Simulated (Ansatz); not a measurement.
## AlGa$_{3}$As$_{4}$: band-structure calculation (part 2 of 2)

AlGa$_{3}$As$_{4}$ (8 atoms in the cell); DFT, PBE with spin-orbit coupling, plane waves, PAW (Ansatz 0.2.0); cutoff 420 eV, 6×4×4 k-mesh, Fermi–Dirac smearing of 0.02 eV. The structure was built on a prototype by a generator; it need not be a known phase. The geometry comes from this level: r2SCAN.

Geometry of the input (Å; fractional positions):
```
4.0126  0.0000  0.0000
0.0000  8.0207  0.0000
0.0000  0.0000  5.6643
Al 0.0000  0.0000  0.0009
As 0.5000  0.0000  0.2499
Ga 0.5000  0.2505  0.5000
As 0.0000  0.2499  0.7502
Ga 0.0000  0.5000  -0.0007
As 0.5000  0.5000  0.2493
Ga 0.5000  0.7495  0.5000
As 0.0000  0.7501  0.7502
```

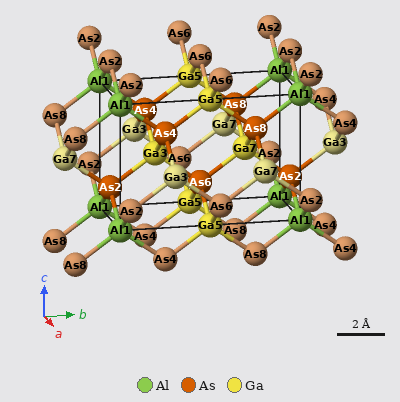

Fig. 1: The structure (ball-and-stick view of the cell of the calculation, seen slightly off an axis; neighbours outside the cell are drawn fainter; atoms are numbered from 1 in the order of the input). An atom can appear more than once, as a periodic image.

**The program's output, continued**
```
--- Forces (eV/Å), atoms counted from 1 ---
  atom   1  Al     0.00000000     0.00000000    -0.00734045
  atom   2  As     0.00000000     0.00000000    -0.05492000
  atom   3  Ga     0.00000000    -0.00523957     0.00168683
  atom   4  As     0.00000000    -0.04916348     0.02667196
  atom   5  Ga     0.00000000     0.00000000     0.00864293
  atom   6  As     0.00000000     0.00000000    -0.00309910
  atom   7  Ga     0.00000000     0.00523957     0.00168683
  atom   8  As     0.00000000     0.04916348     0.02667196
  max |Σ_I F_I| component: 9.40e-7 eV/Å
--- Stress (GPa, compression-positive) ---
        2.552534       0.000000       0.000000
        0.000000       2.525792       0.000000
        0.000000       0.000000       2.505811
  P = ⅓ Tr σ = 2.5280 GPa (25.280 kbar)
--- Band table (eV; the first three rows and the last of 36) ---
  k-point 0: bands = ["-27.8110", "-27.8110", "-27.8096", "-27.8096", "-27.7398", "-27.7398", "-27.7397", "-27.7397", "-27.7224", "-27.7224", "-27.7222", "-27.7222", "-27.6649", "-27.6649", "-27.6435", "-27.6435", "-27.0872", "-27.0872", "-27.0821", "-27.0821", "-27.0810", "-27.0810", "-27.0177", "-27.0177", "-27.0175", "-27.0175", "-26.9998", "-26.9998", "-26.9994", "-26.9994", "-26.9954", "-26.9954", "-26.9949", "-26.9949", "-26.9427", "-26.9427", "-26.9250", "-26.9250", "-26.9142", "-26.9142", "-7.3251", "-7.3251", "-7.3081", "-7.3081", "-7.2949", "-7.2949", "-7.2824", "-7.2824", "-7.2739", "-7.2739", "-7.2652", "-7.2652", "-6.8950", "-6.8950", "-6.8736", "-6.8736", "-6.8431", "-6.8431", "-6.8321", "-6.8321", "-6.8130", "-6.8130", "-6.8113", "-6.8113", "-6.8063", "-6.8063", "-6.7983", "-6.7983", "-6.7913", "-6.7913", "-4.8380", "-4.8380", "-3.3348", "-3.3348", "-3.2282", "-3.2282", "-2.4900", "-2.4900", "1.1422", "1.1422", "2.0892", "2.0892", "2.5436", "2.5436", "4.3855", "4.3855", "4.4560", "4.4560", "5.0487", "5.0487", "5.1437", "5.1437", "6.4697", "6.4697", "6.5058", "6.5058", "7.4038", "7.4038", "7.7236", "7.7236", "7.7307", "7.7307", "8.4316", "8.4316", "9.1076", "9.1076", "9.4435", "9.4435", "10.4385", "10.4385", "10.6391", "10.6391", "11.3965", "11.3965"]
  k-point 1: bands = ["-27.8110", "-27.8110", "-27.8096", "-27.8096", "-27.7398", "-27.7398", "-27.7397", "-27.7397", "-27.7224", "-27.7224", "-27.7222", "-27.7222", "-27.6649", "-27.6649", "-27.6435", "-27.6435", "-27.0872", "-27.0872", "-27.0821", "-27.0821", "-27.0810", "-27.0810", "-27.0177", "-27.0177", "-27.0175", "-27.0175", "-26.9998", "-26.9998", "-26.9994", "-26.9994", "-26.9954", "-26.9954", "-26.9949", "-26.9949", "-26.9427", "-26.9427", "-26.9250", "-26.9250", "-26.9142", "-26.9142", "-7.3198", "-7.3198", "-7.3082", "-7.3082", "-7.2945", "-7.2945", "-7.2820", "-7.2820", "-7.2793", "-7.2793", "-7.2691", "-7.2691", "-6.8877", "-6.8877", "-6.8744", "-6.8744", "-6.8499", "-6.8499", "-6.8316", "-6.8316", "-6.8162", "-6.8162", "-6.8128", "-6.8128", "-6.8075", "-6.8075", "-6.7963", "-6.7963", "-6.7918", "-6.7918", "-4.6079", "-4.6079", "-3.2822", "-3.2822", "-3.1997", "-3.1997", "-3.0162", "-3.0162", "1.5424", "1.5424", "1.6830", "1.6830", "2.2086", "2.2086", "5.2874", "5.2874", "5.3806", "5.3806", "5.3947", "5.3947", "5.4394", "5.4394", "5.8555", "5.8555", "6.5010", "6.5010", "6.5529", "6.5529", "6.9432", "6.9432", "7.1020", "7.1020", "9.1503", "9.1503", "9.7715", "9.7715", "9.8142", "9.8142", "10.0103", "10.0103", "10.5008", "10.5008", "10.8621", "10.8621"]
  k-point 2: bands = ["-27.8110", "-27.8110", "-27.8096", "-27.8096", "-27.7398", "-27.7398", "-27.7397", "-27.7397", "-27.7224", "-27.7224", "-27.7222", "-27.7222", "-27.6649", "-27.6649", "-27.6435", "-27.6435", "-27.0872", "-27.0872", "-27.0821", "-27.0821", "-27.0810", "-27.0810", "-27.0177", "-27.0177", "-27.0175", "-27.0175", "-26.9998", "-26.9998", "-26.9994", "-26.9994", "-26.9954", "-26.9954", "-26.9949", "-26.9949", "-26.9427", "-26.9427", "-26.9250", "-26.9250", "-26.9142", "-26.9142", "-7.3102", "-7.3102", "-7.3091", "-7.3091", "-7.2979", "-7.2979", "-7.2854", "-7.2854", "-7.2793", "-7.2793", "-7.2742", "-7.2742", "-6.8758", "-6.8758", "-6.8732", "-6.8732", "-6.8641", "-6.8641", "-6.8303", "-6.8303", "-6.8201", "-6.8201", "-6.8127", "-6.8127", "-6.8096", "-6.8096", "-6.7940", "-6.7940", "-6.7926", "-6.7926", "-4.0230", "-4.0230", "-3.8908", "-3.8908", "-3.2263", "-3.2263", "-3.1026", "-3.1026", "1.1547", "1.1547", "1.4207", "1.4207", "3.5670", "3.5670", "4.0099", "4.0099", "5.9271", "5.9271", "6.0018", "6.0018", "6.0576", "6.0576", "6.1489", "6.1489", "6.4645", "6.4645", "6.4917", "6.4917", "6.6573", "6.6573", "6.6964", "6.6964", "8.6570", "8.6570", "9.0097", "9.0097", "9.6469", "9.6469", "9.9481", "9.9481", "11.0003", "11.0003", "11.0545", "11.0545"]
  k-point 35: bands = ["-27.8110", "-27.8110", "-27.8093", "-27.8093", "-27.7395", "-27.7395", "-27.7395", "-27.7395", "-27.7223", "-27.7223", "-27.7222", "-27.7222", "-27.6649", "-27.6649", "-27.6432", "-27.6432", "-27.0871", "-27.0871", "-27.0820", "-27.0820", "-27.0808", "-27.0808", "-27.0173", "-27.0173", "-27.0172", "-27.0172", "-26.9996", "-26.9996", "-26.9996", "-26.9996", "-26.9950", "-26.9950", "-26.9949", "-26.9949", "-26.9426", "-26.9426", "-26.9252", "-26.9252", "-26.9136", "-26.9136", "-7.3324", "-7.3324", "-7.3133", "-7.3133", "-7.2995", "-7.2995", "-7.2827", "-7.2827", "-7.2677", "-7.2677", "-7.2658", "-7.2658", "-6.9101", "-6.9101", "-6.8752", "-6.8752", "-6.8383", "-6.8383", "-6.8323", "-6.8323", "-6.8239", "-6.8239", "-6.8147", "-6.8147", "-6.8057", "-6.8057", "-6.7937", "-6.7937", "-6.7887", "-6.7887", "-2.9310", "-2.9310", "-2.8834", "-2.8834", "-2.8548", "-2.8548", "-2.7641", "-2.7641", "1.2788", "1.2788", "1.2957", "1.2957", "1.3174", "1.3174", "2.0564", "2.0564", "4.4881", "4.4881", "4.5024", "4.5024", "4.5533", "4.5533", "4.7057", "4.7057", "5.7685", "5.7685", "5.7902", "5.7902", "5.8372", "5.8372", "5.8648", "5.8648", "10.5615", "10.5615", "10.7348", "10.7348", "10.7510", "10.7510", "11.2425", "11.2425", "11.7015", "11.7015", "11.7341", "11.7341"]
```

**File v_z.tsv**
```
# z_ang	v_es[eV]	v_tot[eV]	b_x[eV]	b_y[eV]	b_z[eV]
# format = ansatz-planar-average/11
# xc	pbe
# density_cutoff_ev	1680
# datasets	Al=:simpson_from_first_knot:soft	As=:simpson_from_first_knot:soft	Ga=:simpson_from_first_knot:soft
# lattice	4.012582367	0.000000000	0.000000000
# lattice	0.000000000	8.020749913	0.000000000
# lattice	0.000000000	0.000000000	5.664320478
# sites	8
# site	13	0.000000000	0.000000000	0.005377411
# site	33	2.006291183	0.000000000	1.415764987
# site	31	2.006291183	2.009538865	2.832399285
# site	33	0.000000000	2.004193769	4.249552047
# site	31	0.000000000	4.010374956	-0.003950819
# site	33	2.006291183	4.010374956	1.411867193
# site	31	2.006291183	6.011211048	2.832399285
# site	33	0.000000000	6.016556144	4.249552047
0.000000	5.723787e0	-3.256804e0	0.000000e0	0.000000e0	0.000000e0
0.141608	5.709152e0	-3.260638e0	0.000000e0	0.000000e0	0.000000e0
0.283216	5.666349e0	-3.269866e0	0.000000e0	0.000000e0	0.000000e0
0.424824	5.529041e0	-3.356890e0	0.000000e0	0.000000e0	0.000000e0
0.566432	5.281051e0	-3.573809e0	0.000000e0	0.000000e0	0.000000e0
0.708040	5.194930e0	-3.713617e0	0.000000e0	0.000000e0	0.000000e0
0.849648	5.505320e0	-3.556588e0	0.000000e0	0.000000e0	0.000000e0
0.991256	6.097350e0	-3.152715e0	0.000000e0	0.000000e0	0.000000e0
1.132864	6.732407e0	-2.679532e0	0.000000e0	0.000000e0	0.000000e0
1.274472	7.232289e0	-2.281980e0	0.000000e0	0.000000e0	0.000000e0
1.416080	7.430424e0	-2.116582e0	0.000000e0	0.000000e0	0.000000e0
1.557688	7.256499e0	-2.258586e0	0.000000e0	0.000000e0	0.000000e0
1.699296	6.783986e0	-2.633688e0	0.000000e0	0.000000e0	0.000000e0
1.840904	6.179025e0	-3.096894e0	0.000000e0	0.000000e0	0.000000e0
1.982512	5.594657e0	-3.543930e0	0.000000e0	0.000000e0	0.000000e0
2.124120	5.259112e0	-3.809428e0	0.000000e0	0.000000e0	0.000000e0
2.265728	5.278657e0	-3.807687e0	0.000000e0	0.000000e0	0.000000e0
2.407336	5.402771e0	-3.747155e0	0.000000e0	0.000000e0	0.000000e0
2.548944	5.397474e0	-3.818114e0	0.000000e0	0.000000e0	0.000000e0
2.690552	5.337467e0	-3.922801e0	0.000000e0	0.000000e0	0.000000e0
2.832160	5.316251e0	-3.959606e0	0.000000e0	0.000000e0	0.000000e0
2.973768	5.335692e0	-3.926109e0	0.000000e0	0.000000e0	0.000000e0
3.115376	5.393683e0	-3.824860e0	0.000000e0	0.000000e0	0.000000e0
3.256984	5.395987e0	-3.758127e0	0.000000e0	0.000000e0	0.000000e0
3.398592	5.269412e0	-3.821763e0	0.000000e0	0.000000e0	0.000000e0
3.540200	5.250507e0	-3.822763e0	0.000000e0	0.000000e0	0.000000e0
3.681808	5.589631e0	-3.553352e0	0.000000e0	0.000000e0	0.000000e0
3.823416	6.178406e0	-3.101065e0	0.000000e0	0.000000e0	0.000000e0
3.965024	6.786372e0	-2.633456e0	0.000000e0	0.000000e0	0.000000e0
4.106632	7.260094e0	-2.255621e0	0.000000e0	0.000000e0	0.000000e0
4.248240	7.434367e0	-2.111907e0	0.000000e0	0.000000e0	0.000000e0
4.389848	7.236591e0	-2.275691e0	0.000000e0	0.000000e0	0.000000e0
4.531456	6.738412e0	-2.670845e0	0.000000e0	0.000000e0	0.000000e0
4.673064	6.106479e0	-3.141199e0	0.000000e0	0.000000e0	0.000000e0
4.814672	5.517727e0	-3.543897e0	0.000000e0	0.000000e0	0.000000e0
4.956280	5.209217e0	-3.699943e0	0.000000e0	0.000000e0	0.000000e0
5.097888	5.291842e0	-3.560568e0	0.000000e0	0.000000e0	0.000000e0
5.239496	5.532570e0	-3.349112e0	0.000000e0	0.000000e0	0.000000e0
5.381104	5.665307e0	-3.267794e0	0.000000e0	0.000000e0	0.000000e0
5.522712	5.707955e0	-3.260298e0	0.000000e0	0.000000e0	0.000000e0
```

**Summary**

- outcome: converged
- space group (tolerance 0.01 Å): Pmm2 (25)
- electrons treated: 102
- free energy: −31314.8578 eV
- Fermi energy: 8.086 eV
- band gap: 0.70 eV
- net moment of the cell: 0.00 μB
- integrated absolute moment: 0.00 μB
- pressure: 2.53 GPa
- largest force (length of the vector): 0.056 eV/Å
- hardware: 4 threads of Intel Xeon @ 2.50GHz (Skylake/Cascade Lake), 189 GiB of memory available, shared host
- wall time: 2.6 min (CPU time 9.9 min)
- peak memory: 2.5 GiB
